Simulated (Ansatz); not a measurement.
**Geometry relaxation, with input and output: TaN (part 3 of 3)**

TaN (slab, 32 atoms in the cell); DFT PBE+D3(BJ), scalar-relativistic, plane waves, PAW, no spin polarisation (Ansatz 0.2.0); cutoff 420 eV, 4×3×1 k-mesh, Gaussian smearing of 0.1 eV. The structure derives from an entry of the Crystallography Open Database. The input holds or restrains some coordinates. Forces given for the steps count only the free coordinates. It belongs to a series of runs on one base structure; here: clean slab, lower planes held.

## Trajectory as extended XYZ (Å, eV, eV/Å), 6 frames, from step=1 to step=6
```
32
Lattice="5.8570 0.0000 0.0000 -2.9285 7.6762 0.0000 0.0000 0.0000 22.0280" Properties=species:S:1:pos:R:3:forces:R:3 step=1 energy=-165089.06721
Ta   -1.4643    7.1537    8.0000   -0.0051   0.2864   0.2848
Ta    0.0000    3.3156    8.0000   -0.0051   0.2864   0.2848
Ta    1.4643    7.1537    8.0000   -0.0051   0.2864   0.2848
Ta    2.9285    3.3156    8.0000   -0.0051   0.2864   0.2848
N     2.9285    5.5140    8.3173    0.0037  -0.5143   0.4109
N     4.3928    1.6759    8.3173    0.0037  -0.5143   0.4109
N     0.0000    5.5140    8.3173    0.0037  -0.5143   0.4109
N     1.4643    1.6759    8.3173    0.0037  -0.5143   0.4109
Ta   -1.4643    4.9915    9.9036    0.0022   0.1287  -0.5331
Ta    0.0000    1.1534    9.9036    0.0022   0.1287  -0.5331
Ta    1.4643    4.9915    9.9036    0.0022   0.1287  -0.5331
Ta    2.9285    1.1534    9.9036    0.0022   0.1287  -0.5331
N     2.9285    3.3517   10.2208    0.0011   0.0177  -0.5896
N     1.4643    7.1898   10.2208    0.0011   0.0177  -0.5896
N     0.0000    3.3517   10.2208    0.0011   0.0177  -0.5896
N    -1.4643    7.1898   10.2208    0.0011   0.0177  -0.5896
Ta    4.3928    2.8292   11.8072   -0.0006   0.3519   1.1728
Ta    2.9285    6.6673   11.8072   -0.0006   0.3519   1.1728
Ta    1.4643    2.8292   11.8072   -0.0006   0.3519   1.1728
Ta    0.0000    6.6673   11.8072   -0.0006   0.3519   1.1728
N     2.9285    1.1895   12.1244   -0.0066  -0.2151  -0.0242
N     1.4643    5.0276   12.1244   -0.0066  -0.2151  -0.0242
N     0.0000    1.1895   12.1244   -0.0066  -0.2151  -0.0242
N    -1.4643    5.0276   12.1244   -0.0066  -0.2151  -0.0242
Ta    4.3928    0.6670   13.7108    0.0048  -1.4983   0.1993
Ta    2.9285    4.5051   13.7108    0.0048  -1.4983   0.1993
Ta    1.4643    0.6670   13.7108    0.0048  -1.4983   0.1993
Ta    0.0000    4.5051   13.7108    0.0048  -1.4983   0.1993
N     0.0000    6.7034   14.0280    0.0005   1.4432  -0.9208
N     1.4643    2.8653   14.0280    0.0005   1.4432  -0.9208
N     2.9285    6.7034   14.0280    0.0005   1.4432  -0.9208
N     4.3928    2.8653   14.0280    0.0005   1.4432  -0.9208
32
Lattice="5.8570 0.0000 0.0000 -2.9285 7.6762 0.0000 0.0000 0.0000 22.0280" Properties=species:S:1:pos:R:3:forces:R:3 step=2 energy=-165089.61081
Ta   -1.4643    7.1537    8.0000    0.0015   0.2855   0.3364
Ta    0.0000    3.3156    8.0000    0.0015   0.2855   0.3364
Ta    1.4643    7.1537    8.0000    0.0015   0.2855   0.3364
Ta    2.9285    3.3156    8.0000    0.0015   0.2855   0.3364
N     2.9285    5.5140    8.3173   -0.0001  -0.5300   0.4839
N     4.3928    1.6759    8.3173   -0.0001  -0.5300   0.4839
N     0.0000    5.5140    8.3173   -0.0001  -0.5300   0.4839
N     1.4643    1.6759    8.3173   -0.0001  -0.5300   0.4839
Ta   -1.4643    4.9915    9.9036   -0.0024   0.3762  -0.2852
Ta    0.0000    1.1534    9.9036   -0.0024   0.3762  -0.2852
Ta    1.4643    4.9915    9.9036   -0.0024   0.3762  -0.2852
Ta    2.9285    1.1534    9.9036   -0.0024   0.3762  -0.2852
N     2.9285    3.3517   10.2208   -0.0071   0.1652  -0.3962
N     1.4643    7.1898   10.2208   -0.0071   0.1652  -0.3962
N     0.0000    3.3517   10.2208   -0.0071   0.1652  -0.3962
N    -1.4643    7.1898   10.2208   -0.0071   0.1652  -0.3962
Ta    4.3926    2.8721   11.8505    0.0098  -0.2869  -0.2623
Ta    2.9283    6.7102   11.8505    0.0098  -0.2869  -0.2623
Ta    1.4641    2.8721   11.8505    0.0098  -0.2869  -0.2623
Ta   -0.0002    6.7102   11.8505    0.0098  -0.2869  -0.2623
N     2.9282    1.2150   12.1358    0.0139  -0.0641   0.0759
N     1.4639    5.0531   12.1358    0.0139  -0.0641   0.0759
N    -0.0004    1.2150   12.1358    0.0139  -0.0641   0.0759
N    -1.4646    5.0531   12.1358    0.0139  -0.0641   0.0759
Ta    4.3930    0.6694   13.7206   -0.0081  -0.8005   0.0382
Ta    2.9288    4.5075   13.7206   -0.0081  -0.8005   0.0382
Ta    1.4645    0.6694   13.7206   -0.0081  -0.8005   0.0382
Ta    0.0002    4.5075   13.7206   -0.0081  -0.8005   0.0382
N     0.0003    6.7855   13.9810   -0.0075   0.8548   0.0087
N     1.4645    2.9474   13.9810   -0.0075   0.8548   0.0087
N     2.9288    6.7855   13.9810   -0.0075   0.8548   0.0087
N     4.3930    2.9474   13.9810   -0.0075   0.8548   0.0087
32
Lattice="5.8570 0.0000 0.0000 -2.9285 7.6762 0.0000 0.0000 0.0000 22.0280" Properties=species:S:1:pos:R:3:forces:R:3 step=3 energy=-165089.77136
Ta   -1.4643    7.1537    8.0000    0.0046   0.2614   0.3335
Ta    0.0000    3.3156    8.0000    0.0046   0.2614   0.3335
Ta    1.4643    7.1537    8.0000    0.0046   0.2614   0.3335
Ta    2.9285    3.3156    8.0000    0.0046   0.2614   0.3335
N     2.9285    5.5140    8.3173   -0.0029  -0.4934   0.4517
N     4.3928    1.6759    8.3173   -0.0029  -0.4934   0.4517
N     0.0000    5.5140    8.3173   -0.0029  -0.4934   0.4517
N     1.4643    1.6759    8.3173   -0.0029  -0.4934   0.4517
Ta   -1.4643    4.9915    9.9036    0.0026  -0.0135  -0.3763
Ta    0.0000    1.1534    9.9036    0.0026  -0.0135  -0.3763
Ta    1.4643    4.9915    9.9036    0.0026  -0.0135  -0.3763
Ta    2.9285    1.1534    9.9036    0.0026  -0.0135  -0.3763
N     2.9285    3.3517   10.2208   -0.0010  -0.0241  -0.3877
N     1.4643    7.1898   10.2208   -0.0010  -0.0241  -0.3877
N     0.0000    3.3517   10.2208   -0.0010  -0.0241  -0.3877
N    -1.4643    7.1898   10.2208   -0.0010  -0.0241  -0.3877
Ta    4.3937    2.8229   11.8360   -0.0099   0.0992  -0.3783
Ta    2.9295    6.6610   11.8360   -0.0099   0.0992  -0.3783
Ta    1.4652    2.8229   11.8360   -0.0099   0.0992  -0.3783
Ta    0.0009    6.6610   11.8360   -0.0099   0.0992  -0.3783
N     2.9295    1.1630   12.1323   -0.0007   0.1887   0.0895
N     1.4652    5.0012   12.1323   -0.0007   0.1887   0.0895
N     0.0009    1.1630   12.1323   -0.0007   0.1887   0.0895
N    -1.4633    5.0012   12.1323   -0.0007   0.1887   0.0895
Ta    4.3925    0.6005   13.7102    0.0022  -0.1134  -0.0942
Ta    2.9282    4.4386   13.7102    0.0022  -0.1134  -0.0942
Ta    1.4640    0.6005   13.7102    0.0022  -0.1134  -0.0942
Ta   -0.0003    4.4386   13.7102    0.0022  -0.1134  -0.0942
N    -0.0007    6.7985   13.9507    0.0052   0.0947   0.3611
N     1.4635    2.9604   13.9507    0.0052   0.0947   0.3611
N     2.9278    6.7985   13.9507    0.0052   0.0947   0.3611
N     4.3920    2.9604   13.9507    0.0052   0.0947   0.3611
32
Lattice="5.8570 0.0000 0.0000 -2.9285 7.6762 0.0000 0.0000 0.0000 22.0280" Properties=species:S:1:pos:R:3:forces:R:3 step=4 energy=-165089.80686
Ta   -1.4643    7.1537    8.0000    0.0027   0.2643   0.3096
Ta    0.0000    3.3156    8.0000    0.0027   0.2643   0.3096
Ta    1.4643    7.1537    8.0000    0.0027   0.2643   0.3096
Ta    2.9285    3.3156    8.0000    0.0027   0.2643   0.3096
N     2.9285    5.5140    8.3173   -0.0023  -0.5032   0.4632
N     4.3928    1.6759    8.3173   -0.0023  -0.5032   0.4632
N     0.0000    5.5140    8.3173   -0.0023  -0.5032   0.4632
N     1.4643    1.6759    8.3173   -0.0023  -0.5032   0.4632
Ta   -1.4643    4.9915    9.9036    0.0026   0.2049  -0.3886
Ta    0.0000    1.1534    9.9036    0.0026   0.2049  -0.3886
Ta    1.4643    4.9915    9.9036    0.0026   0.2049  -0.3886
Ta    2.9285    1.1534    9.9036    0.0026   0.2049  -0.3886
N     2.9285    3.3517   10.2208   -0.0021   0.0666  -0.3976
N     1.4643    7.1898   10.2208   -0.0021   0.0666  -0.3976
N     0.0000    3.3517   10.2208   -0.0021   0.0666  -0.3976
N    -1.4643    7.1898   10.2208   -0.0021   0.0666  -0.3976
Ta    4.3932    2.8455   11.8299   -0.0008  -0.0298  -0.0445
Ta    2.9290    6.6837   11.8299   -0.0008  -0.0298  -0.0445
Ta    1.4647    2.8455   11.8299   -0.0008  -0.0298  -0.0445
Ta    0.0004    6.6837   11.8299   -0.0008  -0.0298  -0.0445
N     2.9294    1.1984   12.1419   -0.0017  -0.0416  -0.1017
N     1.4651    5.0365   12.1419   -0.0017  -0.0416  -0.1017
N     0.0009    1.1984   12.1419   -0.0017  -0.0416  -0.1017
N    -1.4634    5.0365   12.1419   -0.0017  -0.0416  -0.1017
Ta    4.3929    0.6183   13.7030    0.0021   0.0631   0.1938
Ta    2.9287    4.4564   13.7030    0.0021   0.0631   0.1938
Ta    1.4644    0.6183   13.7030    0.0021   0.0631   0.1938
Ta    0.0002    4.4564   13.7030    0.0021   0.0631   0.1938
N     0.0002    6.8350   13.9744   -0.0006  -0.0246  -0.0349
N     1.4644    2.9969   13.9744   -0.0006  -0.0246  -0.0349
N     2.9287    6.8350   13.9744   -0.0006  -0.0246  -0.0349
N     4.3929    2.9969   13.9744   -0.0006  -0.0246  -0.0349
32
Lattice="5.8570 0.0000 0.0000 -2.9285 7.6762 0.0000 0.0000 0.0000 22.0280" Properties=species:S:1:pos:R:3:forces:R:3 step=5 energy=-165089.81147
Ta   -1.4643    7.1537    8.0000    0.0028   0.2624   0.3109
Ta    0.0000    3.3156    8.0000    0.0028   0.2624   0.3109
Ta    1.4643    7.1537    8.0000    0.0028   0.2624   0.3109
Ta    2.9285    3.3156    8.0000    0.0028   0.2624   0.3109
N     2.9285    5.5140    8.3173   -0.0022  -0.5016   0.4611
N     4.3928    1.6759    8.3173   -0.0022  -0.5016   0.4611
N     0.0000    5.5140    8.3173   -0.0022  -0.5016   0.4611
N     1.4643    1.6759    8.3173   -0.0022  -0.5016   0.4611
Ta   -1.4643    4.9915    9.9036    0.0017   0.1784  -0.3623
Ta    0.0000    1.1534    9.9036    0.0017   0.1784  -0.3623
Ta    1.4643    4.9915    9.9036    0.0017   0.1784  -0.3623
Ta    2.9285    1.1534    9.9036    0.0017   0.1784  -0.3623
N     2.9285    3.3517   10.2208   -0.0028   0.0487  -0.3816
N     1.4643    7.1898   10.2208   -0.0028   0.0487  -0.3816
N     0.0000    3.3517   10.2208   -0.0028   0.0487  -0.3816
N    -1.4643    7.1898   10.2208   -0.0028   0.0487  -0.3816
Ta    4.3931    2.8427   11.8319    0.0003   0.0126  -0.0096
Ta    2.9288    6.6808   11.8319    0.0003   0.0126  -0.0096
Ta    1.4646    2.8427   11.8319    0.0003   0.0126  -0.0096
Ta    0.0003    6.6808   11.8319    0.0003   0.0126  -0.0096
N     2.9291    1.1952   12.1384    0.0004  -0.0260   0.0197
N     1.4648    5.0333   12.1384    0.0004  -0.0260   0.0197
N     0.0006    1.1952   12.1384    0.0004  -0.0260   0.0197
N    -1.4637    5.0333   12.1384    0.0004  -0.0260   0.0197
Ta    4.3930    0.6170   13.7152    0.0003   0.0196  -0.0227
Ta    2.9287    4.4551   13.7152    0.0003   0.0196  -0.0227
Ta    1.4644    0.6170   13.7152    0.0003   0.0196  -0.0227
Ta    0.0002    4.4551   13.7152    0.0003   0.0196  -0.0227
N     0.0001    6.8302   13.9784   -0.0004   0.0059  -0.0157
N     1.4643    2.9921   13.9784   -0.0004   0.0059  -0.0157
N     2.9286    6.8302   13.9784   -0.0004   0.0059  -0.0157
N     4.3929    2.9921   13.9784   -0.0004   0.0059  -0.0157
32
Lattice="5.8570 0.0000 0.0000 -2.9285 7.6762 0.0000 0.0000 0.0000 22.0280" Properties=species:S:1:pos:R:3:forces:R:3 step=6 energy=-165089.81147
Ta   -1.4643    7.1537    8.0000    0.0028   0.2624   0.3111
Ta    0.0000    3.3156    8.0000    0.0028   0.2624   0.3111
Ta    1.4643    7.1537    8.0000    0.0028   0.2624   0.3111
Ta    2.9285    3.3156    8.0000    0.0028   0.2624   0.3111
N     2.9285    5.5140    8.3173   -0.0022  -0.5017   0.4611
N     4.3928    1.6759    8.3173   -0.0022  -0.5017   0.4611
N     0.0000    5.5140    8.3173   -0.0022  -0.5017   0.4611
N     1.4643    1.6759    8.3173   -0.0022  -0.5017   0.4611
Ta   -1.4643    4.9915    9.9036    0.0017   0.1784  -0.3623
Ta    0.0000    1.1534    9.9036    0.0017   0.1784  -0.3623
Ta    1.4643    4.9915    9.9036    0.0017   0.1784  -0.3623
Ta    2.9285    1.1534    9.9036    0.0017   0.1784  -0.3623
N     2.9285    3.3517   10.2208   -0.0028   0.0488  -0.3816
N     1.4643    7.1898   10.2208   -0.0028   0.0488  -0.3816
N     0.0000    3.3517   10.2208   -0.0028   0.0488  -0.3816
N    -1.4643    7.1898   10.2208   -0.0028   0.0488  -0.3816
Ta    4.3931    2.8427   11.8319    0.0003   0.0125  -0.0098
Ta    2.9288    6.6808   11.8319    0.0003   0.0125  -0.0098
Ta    1.4646    2.8427   11.8319    0.0003   0.0125  -0.0098
Ta    0.0003    6.6808   11.8319    0.0003   0.0125  -0.0098
N     2.9291    1.1952   12.1384    0.0004  -0.0259   0.0194
N     1.4648    5.0333   12.1384    0.0004  -0.0259   0.0194
N     0.0006    1.1952   12.1384    0.0004  -0.0259   0.0194
N    -1.4637    5.0333   12.1384    0.0004  -0.0259   0.0194
Ta    4.3930    0.6170   13.7152    0.0003   0.0195  -0.0225
Ta    2.9287    4.4551   13.7152    0.0003   0.0195  -0.0225
Ta    1.4644    0.6170   13.7152    0.0003   0.0195  -0.0225
Ta    0.0002    4.4551   13.7152    0.0003   0.0195  -0.0225
N     0.0001    6.8302   13.9784   -0.0004   0.0061  -0.0154
N     1.4643    2.9921   13.9784   -0.0004   0.0061  -0.0154
N     2.9286    6.8302   13.9784   -0.0004   0.0061  -0.0154
N     4.3929    2.9921   13.9784   -0.0004   0.0061  -0.0154
```

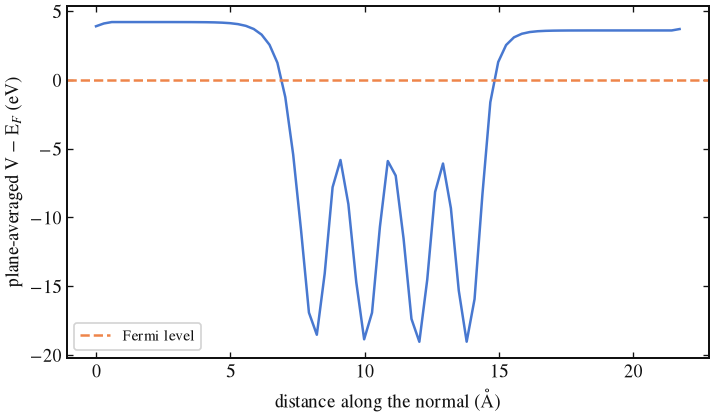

Plane average of the electrostatic potential energy of an electron across the cell, from the Fermi level. The vacuum level lies 3.60 eV above the Fermi level on the upper side and 4.21 eV on the lower.

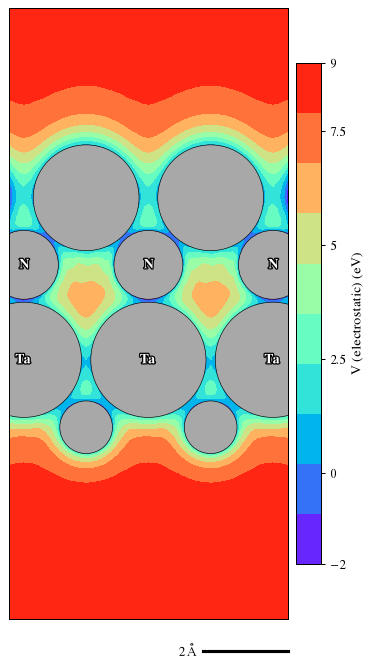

Electrostatic potential (local pseudopotential plus Hartree) felt by an electron on the (010) plane of the calculation cell, a cut from vacuum to vacuum. Grey discs, where drawn, cover atomic cores. The fields are those of the smooth PAW valence density.

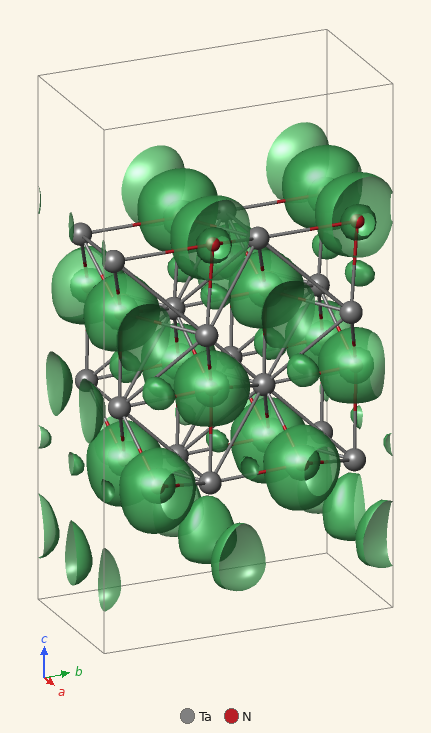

Isosurface of the electron localisation function at 0.65 (green), seen slightly off an axis. Core shells and regions of very low density are left out. Sticks mark near contacts. Profiles from the grid: Ta–N (2.09 Å): the ELF is about 0.30 at the midpoint (no shared pair; the contact is polar). Ta–Ta (2.88 Å): the ELF is about 0.30 at the midpoint; no shared electron pair.

## Results in brief

```tsv
quantity	value
outcome	converged under the restraints of the input
electrons treated	288
free energy	−165089.8115 eV
work function, top face	3.60 eV
work function, bottom face	4.21 eV
Fermi energy	4.542 eV
gap on the k-point mesh	none (metallic)
final volume	990.38 Å³
work function (upper face)	3.60 eV
largest force (length of the vector) at the end, held atoms and coordinates included	0.681 eV/Å
wall time	4.5 min (CPU time 18 min)
peak memory	3.5 GiB
```

## Notes

Warnings of the run: the k-point mesh lowers the symmetry that the run can use; the exchange-correlation potential is rough where the density is thin. Spin–orbit coupling is left out, which matters for Ta.
